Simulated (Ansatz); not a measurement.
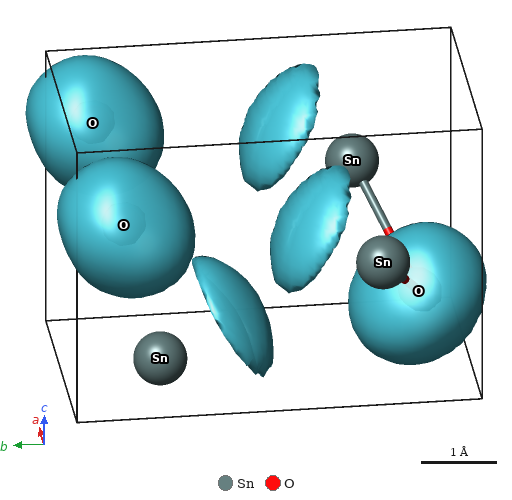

SnO. Isosurface of the electron localisation function at 0.6 (cyan), seen at an oblique angle. Core shells and regions of very low density are left out. Sticks mark near contacts.

Space group Pmn2₁; a structure from a database of computed crystals, not necessarily the ambient phase; started from the database structure prototype, which need not be the ambient phase; changed on purpose from its base cell (biaxial xy strain -5.3%); computed pressure about 5 GPa in this cell.

Method: Ansatz, DFT, HSE06, plane waves, PAW.

Core electrons are frozen (PAW), and the valence fields are smoothed inside the atomic spheres.

```yaml
crystal:
  lattice:
    - [3.12772, 0.00000, 0.00000]
    - [0.00000, 5.45197, 0.00000]
    - [0.00000, 0.00000, 4.00081]
  atoms:
    - { symbol: Sn, position: [0.00000, 0.24410, 0.52789] }
    - { symbol: Sn, position: [0.50000, 0.75590, 0.02789] }
    - { symbol: O, position: [0.00000, 0.88363, 0.72211] }
    - { symbol: O, position: [0.50000, 0.11637, 0.22211] }
```

Describe the localisation domains.

The ELF exceeds this value in two lobes on Sn, pointing away from the bonds (lone pairs) and two regions wrapped around O (the valence shell of each), counted in one cell of 4 atoms. Regions shared between cells count once.

Values along the shortest contacts:
Sn–O (2.10 Å): the ELF peaks at about 0.80 in the valence shell of O, 0.6 Å from its nucleus, and is about 0.20 at the midpoint; no localised pair shows between them.

Metal or insulator at this level of theory?

It is gapped, with a Kohn–Sham gap of 1.6 eV on the k-point mesh (the band edges may lie off the mesh, which would make the gap smaller).
